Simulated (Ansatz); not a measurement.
# Cu: single-point calculation (part 1 of 2)

The run: single-point calculation of Cu (slab, 16 atoms in the cell). Method and program: DFT PBE+D3(BJ), scalar-relativistic, plane waves, PAW, no spin polarisation (Ansatz 0.2.0).

The structure derives from an entry of the Crystallography Open Database. It belongs to a series of runs on one base structure; here: the slab at its places in the relaxed adsorbed structure. Figures and captions count atoms from 1; the log counts them from 0 in places.

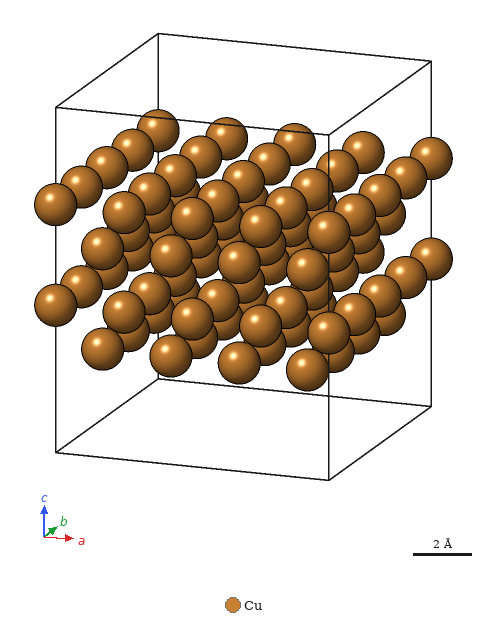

**Figure 1.** The input geometry (spheres-only view of the 2 × 2 repeat of the cell, with the vacuum cut short, seen slightly off an axis). An atom can appear more than once, as a periodic image.

### The input
```yaml
crystal:
  lattice:
    - [5.0393684366, 0.0, 0.0]
    - [0.0, 5.0393684366, 0.0]
    - [0.0, 0.0, 23.3450573916]
  atoms:
    - { symbol: Cu, position: [0.25, 0.25, 0.3426849575] }
    - { symbol: Cu, position: [0.25, 0.75, 0.3426849575] }
    - { symbol: Cu, position: [0.75, 0.25, 0.3426849575] }
    - { symbol: Cu, position: [0.75, 0.75, 0.3426849575] }
    - { symbol: Cu, position: [0.5, 0.5, 0.4190045727] }
    - { symbol: Cu, position: [0.5, 0.0, 0.4190045727] }
    - { symbol: Cu, position: [0.0, 0.5, 0.4190045727] }
    - { symbol: Cu, position: [0.0, 0.0, 0.4190045727] }
    - { symbol: Cu, position: [0.750661361, 0.7505266071, 0.497127487] }
    - { symbol: Cu, position: [0.7508455971, 0.2494352779, 0.4967833045] }
    - { symbol: Cu, position: [0.249458398, 0.7507113568, 0.4967915156] }
    - { symbol: Cu, position: [0.2491969817, 0.2491783839, 0.4970204984] }
    - { symbol: Cu, position: [-0.0005285012, -0.0006230145, 0.5737431563] }
    - { symbol: Cu, position: [-0.0001832442, 0.5009930462, 0.5721531439] }
    - { symbol: Cu, position: [0.5011316638, -0.0002654805, 0.5720952006] }
    - { symbol: Cu, position: [0.4989908731, 0.4988041846, 0.5723155214] }
basis:
  ecutwfc: 420
kpoints:
  mp_grid: { grid: [4, 4, 1] }
hamiltonian:
  xc: pbe
  dispersion: d3bj
scf:
  occupations: { method: gaussian, width: 0.1 }
output:
  forces: true
  eigenvalues: true
  write_density: true
  volumetric_format: npy
efield:
  axis: 3
  dipole_correction: true
  ramp_width: 0.04
```

Run on 8 threads of Arm Neoverse V2, 24 GiB of memory available, shared host.

Command:
```bash
ansatz run input.yaml --threads 8 --pin off --max-ram 20480MiB --backend cpu --events-out ev --progress --plain --runs-dir out
```

### What the program printed
```
Engine: ansatz 0.2.0, aarch64-unknown-linux-gnu
Pseudopotentials: kind: paw
Pseudopotential: Cu, paw, valence charge 19, recommended cutoff 420 eV (normal), Cu.paw.azcp
Functional definition: PBE
  parameter kappa = 0.804
  parameter beta = 0.06672455060314922
  exchange = pbe_x(kappa = kappa, mu = beta*pi^2/3)
  correlation = pbe_c(beta = beta)
Crystal: 16 atoms, lattice volume = 592.853 Å³
Basis set: ecut = 420 eV, 11627 PW (Γ), exchange–correlation on 72×72×320 points (8 copies of the dense FFT grid, shifted against one another)
Bands: 183, of which v1, the nominal top of the filled ones, is band 152 counted from 1 (151 counted from 0)
Symmetry: 1 space group operations
Space group: P1 (ITA 1), of the structure as read, at distance tolerance 8.4e-5 Å
k-points: 10 of 16 (time reversal used)
Non-local potential: Cu, projectors of the file, l = 0: 3, l = 1: 2, l = 2: 3, l = 3: 1
PAW form: soft (Blöchl's): semilocal exchange-correlation on the pseudo side does not see the compensation charge
PAW one-centre angular grid: Cu, 590 points (default); XC on 64 Gauss nodes
Initial density: superposition of atomic densities (neutral atoms: chi_scale 0, normalization atom), corrected by the library's trained network
Initial wavefunctions: pseudopotential atomic-orbital guess
Functional: x = pbe(κ = 0.804, μ = 0.2195149727645171), c = pbe(β = 0.06672455060314922)
SCF iter   1: F=—  HF=-106004.439899 eV  |F-HF|=—  |Δ(HF+E_count)|=         —  Δρ=2.18e-3  dr2=1.60e-1  ethr=1.77e-3  p=0.002 e·Å  D=4.69e-4 V/Å  ΔV_dip=-0.01 eV  dr2_dipole=1.61e-5  V_vac-E_F(+/−)=4.44/4.45 eV  ⟨swp⟩=7.2  Hψ=7559  notcnv=0  defer=96
efield: sawtooth ramp at fractional position 0.9382 (placed from the atoms, in the widest stretch of the axis that holds none; the zero of the levels goes with the place), width 0.0400; the density the first Hamiltonian is built on has a dipole p = 0.002 e·Å; the dipole correction subtracts the counter field D = 4.69e-4 V/Å, which shifts the + side's vacuum level by -0.01 eV against the − side's; the planar-averaged density in the ramp window peaks in size at 3.0e-5 e/Å³
preconditioner: auto → LDOS  [metal: Δε(μ)=0.053 eV  Ē_g=8.067 eV  σ=0.100 eV  W_gap=0.29  n_scr=130 (ndim 8)  ℏωp=20.2 eV  f_vac=0.639  D(μ)=8.89/eV (n_scr^D=40)  β→1.0]
SCF iter   2: F=—  HF=-106004.459070 eV  |F-HF|=—  |Δ(HF+E_count)|=   1.92e-2  Δρ=3.59e-3  dr2=5.06e-2  ethr=5.25e-5  p=0.001 e·Å  D=1.72e-4 V/Å  ΔV_dip=-0.00 eV  dr2_dipole=7.17e-6  V_vac-E_F(+/−)=4.50/4.50 eV  ⟨swp⟩=2.0  Hψ=2950  notcnv=0  defer=193
SCF iter   3: F=—  HF=-106004.451926 eV  |F-HF|=—  |Δ(HF+E_count)|=   7.14e-3  Δρ=8.78e-4  dr2=5.39e-3  ethr=1.67e-5  p=0.001 e·Å  D=3.13e-4 V/Å  ΔV_dip=-0.01 eV  dr2_dipole=5.73e-6  V_vac-E_F(+/−)=4.49/4.49 eV  ⟨swp⟩=2.0  Hψ=2435  notcnv=0  defer=193
SCF iter   4: F=—  HF=-106004.452234 eV  |F-HF|=—  |Δ(HF+E_count)|=   3.08e-4  Δρ=5.98e-4  dr2=4.59e-3  ethr=1.77e-6  p=0.001 e·Å  D=2.53e-4 V/Å  ΔV_dip=-0.01 eV  dr2_dipole=7.24e-6  V_vac-E_F(+/−)=4.49/4.50 eV  ⟨swp⟩=2.9  Hψ=2766  notcnv=0  defer=193
SCF iter   5: F=—  HF=-106004.452234 eV  |F-HF|=—  |Δ(HF+E_count)|=   8.21e-8  Δρ=4.74e-4  dr2=1.30e-3  ethr=1.51e-6  p=0.001 e·Å  D=3.01e-4 V/Å  ΔV_dip=-0.01 eV  dr2_dipole=2.96e-6  V_vac-E_F(+/−)=4.50/4.51 eV  ⟨swp⟩=2.0  Hψ=2409  notcnv=0  defer=193
SCF iter   6: F=—  HF=-106004.452115 eV  |F-HF|=—  |Δ(HF+E_count)|=   1.19e-4  Δρ=1.35e-4  dr2=7.08e-5  ethr=4.28e-7  p=0.001 e·Å  D=2.35e-4 V/Å  ΔV_dip=-0.01 eV  dr2_dipole=8.86e-8  V_vac-E_F(+/−)=4.51/4.51 eV  ⟨swp⟩=2.0  Hψ=2428  notcnv=0  defer=193
SCF iter   7: F=—  HF=-106004.452325 eV  |F-HF|=—  |Δ(HF+E_count)|=   2.11e-4  Δρ=6.85e-5  dr2=2.04e-5  ethr=2.33e-8  p=0.001 e·Å  D=2.40e-4 V/Å  ΔV_dip=-0.01 eV  dr2_dipole=9.21e-8  V_vac-E_F(+/−)=4.51/4.52 eV  ⟨swp⟩=2.9  Hψ=2803  notcnv=0  defer=193
SCF iter   8: F=—  HF=-106004.452340 eV  |F-HF|=—  |Δ(HF+E_count)|=   1.47e-5  Δρ=3.96e-5  dr2=5.60e-6  ethr=6.70e-9  p=0.001 e·Å  D=2.37e-4 V/Å  ΔV_dip=-0.01 eV  dr2_dipole=9.04e-8  V_vac-E_F(+/−)=4.51/4.52 eV  ⟨swp⟩=2.3  Hψ=2456  notcnv=0  defer=193
SCF iter   9: F=—  HF=-106004.452343 eV  |F-HF|=—  |Δ(HF+E_count)|=   3.26e-6  Δρ=1.26e-5  dr2=8.48e-7  ethr=1.84e-9  p=0.001 e·Å  D=2.33e-4 V/Å  ΔV_dip=-0.01 eV  dr2_dipole=3.17e-9  V_vac-E_F(+/−)=4.52/4.52 eV  ⟨swp⟩=2.3  Hψ=2448  notcnv=0  defer=193
SCF iter  10: F=—  HF=-106004.452344 eV  |F-HF|=—  |Δ(HF+E_count)|=   8.21e-7  Δρ=9.37e-6  dr2=3.95e-7  ethr=2.79e-10  p=0.001 e·Å  D=2.34e-4 V/Å  ΔV_dip=-0.01 eV  dr2_dipole=2.97e-10  V_vac-E_F(+/−)=4.52/4.52 eV  ⟨swp⟩=2.0  Hψ=2463  notcnv=0  defer=193
SCF iter  11: F=-106004.452344 eV  HF=-106004.452344 eV  |F-HF|=2.35e-7  |Δ(HF+E_count)|=   1.29e-7  Δρ=2.69e-6  dr2=5.68e-8  ethr=3.29e-11  p=0.001 e·Å  D=2.32e-4 V/Å  ΔV_dip=-0.01 eV  dr2_dipole=8.69e-10  V_vac-E_F(+/−)=4.52/4.52 eV  ⟨swp⟩=19.5  Hψ=10858  notcnv=0
SCF 1 converged in 11 iterations: F = -106004.452344 eV  dr2 = 5.68e-8
  greatest PAW one-centre occupation: 1.000 electrons in one spin orbital (limit 2), on the Cu atom at site 12 (counted from 0), in its partial waves of l = 0
```

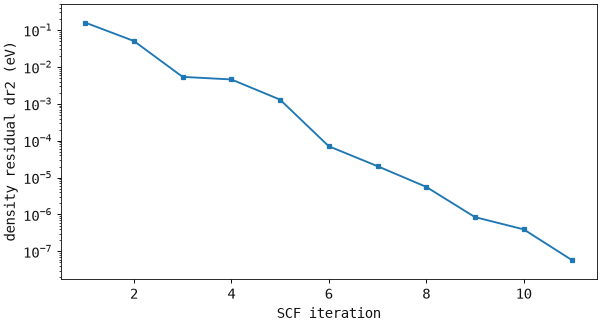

**Figure 2.** Convergence of the self-consistent field: density residual dr2 against the SCF iteration. The residual falls at every step.

```
SCF converged after 11 iterations
Free energy (F): -106004.452344 eV
Harris-Foulkes:  -106004.452344 eV  (|F-HF|=2.35e-7)
Internal energy: -106004.404187 eV  (E = F + TS)
E sigma→0 (E₀):  -106004.428266 eV
Entropy (-TS):   -0.048157 eV (-3.010 meV/atom)
Fermi energy:    2.308808 eV
Dipole field:    D = 0.000255 V/Å  (p = 0.000835 e·Å, saw-weighted, corrected)
Work function:   Φ+ = 4.5161 eV   Φ− = 4.5220 eV
Levels:          The Fermi level and band energies are counted from a zero that moves with the ramp; work functions are not
--- Per-component energies (eV) ---
  E_band       = -10105.680124
  E_kinetic    = 4798.905824
  E_local      = -691968.725141  (includes V_loc(G=0)·N_el)
  E_nonlocal   = 6257.810554
  E_hartree    = 339954.293035
  E_xc         = -1425.150143
  E_vxc        = -1838.292103  (∫ρ·V_xc dr)
  E_paw        = -26624.757736  (= ΣΔE_a)
  E_vpaw       = -7264.069844  (= ΣTr[D̂ρ^β])
  E_aug_tail   = 0.004192  (compensation charges beyond the density's cutoff)
  E_efield     = 0.000000  (sawtooth field / dipole correction)
  E_vefield    = 0.000751  (∫n·V_field dr)
  E_ewald      = 263009.909732
  E_disp       = -6.694504  (pairwise vdW)
  E_smearing   = -0.048157  (= −TS)
  E_closure    = 0.000000  (closes the sum)
  Σ components = -106004.452344   (vs F -106004.452344, Δ=0.00e0)
--- Forces (eV/Å), atoms counted from 1 ---
  atom   1  Cu     0.00067774     0.00062306     0.06121071
  atom   2  Cu    -0.00002454    -0.00063692     0.06334467
  atom   3  Cu    -0.00063881    -0.00006395     0.06333538
  atom   4  Cu     0.00005957     0.00004638     0.06120972
  atom   5  Cu     0.00163353     0.00128341    -0.04945122
  atom   6  Cu     0.00189663    -0.00198746    -0.06102702
  atom   7  Cu    -0.00104247     0.00153771    -0.06263635
  atom   8  Cu    -0.00142302    -0.00238344    -0.08778478
  atom   9  Cu    -0.02150958    -0.01989508    -0.04352571
  atom  10  Cu    -0.02037896     0.01586035     0.01798599
  atom  11  Cu     0.01723109    -0.01886608     0.01773906
  atom  12  Cu     0.01612530     0.01489232    -0.01093428
  atom  13  Cu     0.03942587     0.03904988    -0.10338303
  atom  14  Cu    -0.01113623    -0.04211093     0.05732015
  atom  15  Cu    -0.04344353    -0.01275440     0.06221896
  atom  16  Cu     0.02254780     0.02540529     0.01438790
  max |Σ_I F_I| component: 1.02e-5 eV/Å
--- Band table (eV; the first three rows and the last of 10) ---
  k-point 0: bands = ["-110.3875", "-110.3800", "-110.3788", "-110.3760", "-110.3737", "-110.3728", "-110.3709", "-110.3640", "-109.9155", "-109.9132", "-109.9040", "-109.8998", "-109.8943", "-109.8940", "-109.8886", "-109.8876", "-67.8027", "-67.8008", "-67.7998", "-67.7997", "-67.7959", "-67.7953", "-67.7735", "-67.7672", "-67.7671", "-67.7366", "-67.7345", "-67.7343", "-67.7332", "-67.7332", "-67.7300", "-67.7293", "-67.7248", "-67.7212", "-67.7196", "-67.7171", "-67.7138", "-67.7135", "-67.7104", "-67.7103",
      "-67.3369", "-67.3367", "-67.3295", "-67.3292", "-67.3238", "-67.3238", "-67.3183", "-67.3183", "-67.2708", "-67.2705", "-67.2672", "-67.2650", "-67.2600", "-67.2598", "-67.2581", "-67.2581", "-67.2565", "-67.2533", "-67.2532", "-67.2517", "-67.2466", "-67.2462", "-67.2418", "-67.2405", "-6.7471", "-5.0531", "-3.0402", "-2.7979", "-2.7973", "-2.7823", "-2.7823", "-2.6290", "-2.5053", "-2.4916", "-2.1140", "-2.0820", "-2.0736", "-2.0570", "-2.0570", "-2.0547",
      "-2.0535", "-1.6939", "-1.6748", "-1.6112", "-1.3697", "-1.3696", "-1.0304", "-1.0284", "-1.0258", "-1.0219", "-1.0093", "-0.8195", "-0.7716", "-0.7710", "-0.7701", "-0.7682", "-0.6460", "-0.6451", "-0.6426", "-0.6351", "-0.5996", "-0.5994", "-0.5365", "-0.5214", "-0.5210", "-0.5202", "-0.3214", "-0.3213", "-0.1754", "-0.1498", "-0.1287", "-0.1276", "-0.1244", "-0.0917", "-0.0726", "-0.0724", "0.1207", "0.1692", "0.3342", "0.3371",
      "0.4090", "0.4261", "0.4264", "0.4281", "0.4342", "0.5136", "0.5138", "0.5166", "0.5217", "0.5553", "0.5554", "0.5835", "0.5836", "0.6809", "0.6833", "0.7418", "0.7427", "0.7444", "0.7449", "0.8030", "0.8105", "0.8280", "0.8403", "0.8404", "0.8538", "1.2393", "1.2509", "1.7724", "1.9552", "1.9681", "1.9721", "1.9813", "2.2714", "2.2785", "2.2825", "2.2833", "3.3411", "4.8227", "4.8227", "5.7601",
      "5.7678", "5.7683", "5.7910", "6.6520", "6.6623", "7.0910", "7.0911", "7.5841", "8.3114", "8.3934", "8.4013", "8.4136", "8.4143", "9.8166", "10.0104", "10.0130", "10.0158", "10.0171", "10.5946", "10.8275", "10.8309", "10.8338", "10.8462"]
```
